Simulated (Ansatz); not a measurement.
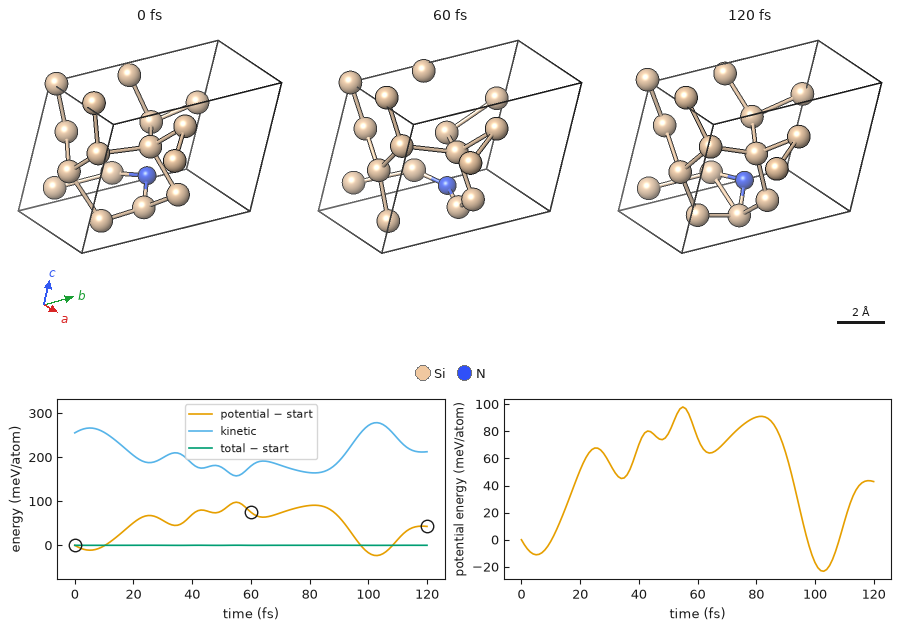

Molecular dynamics of Si with an interstitial N (17 atoms in the cell), 120 fs long. It starts from the last geometry of an earlier run, with fresh velocities. Frames and the history of the run. Style: ball-and-stick. Shown: the reduced simulation cell, slightly off an axis. Bonds to atoms that aren't drawn are left out. Lengths and directions refer to the drawn axes.

Theory: Ansatz 0.2.0, DFT LDA, scalar-relativistic, plane waves, PAW. Run with plane-wave cutoff 420 eV; k-point mesh 2 × 2 × 2; Fermi-Dirac smearing 0.02 eV; spin collinear; constant energy (NVE); velocities drawn for 2100 K; time step 1 fs.

Question: What do the frames and curves show?

Answer: The mean temperature in the second half is 1715 K (standard deviation 305 K). The potential energy is still drifting at the end, so the run hasn't reached equilibrium. The potential energy in the second half lies on average 46.8 meV per atom above the first frame. Root-mean-square distances from the starting positions over the second half, with the common drift of all atoms taken out: N 0.83 Å, Si 0.48 Å. Against the typical shortest distance between atoms in the first frame, about 2.2 Å these are wide excursions, but the first-neighbour bonds of the start all hold: the network flexes, or its layers or units shift against each other, without breaking. Bond changes: one Si–Si bond breaks at about 43 fs; one Si–Si bond forms at about 104 fs. The total energy stays between −0.11 and 0.18 meV per atom of its start. A straight-line fit has a slope that amounts to +0.024 meV per atom over 120 fs (under 0.1 % of the mean kinetic energy), and the ripple about it is 0.2 % of the kinetic energy's fluctuation. With a drift under 2 % and a ripple under 7 %, the integration is accurate.

Limits of the set-up: the k-point mesh is coarse for a cell with partly filled bands; the periodic images lie only 7.7 Å apart, so the values are limited by the cell's size.

Cost: 29 min on 1 thread of Arm Neoverse V1 (shared host), peak memory 0.65 GiB.
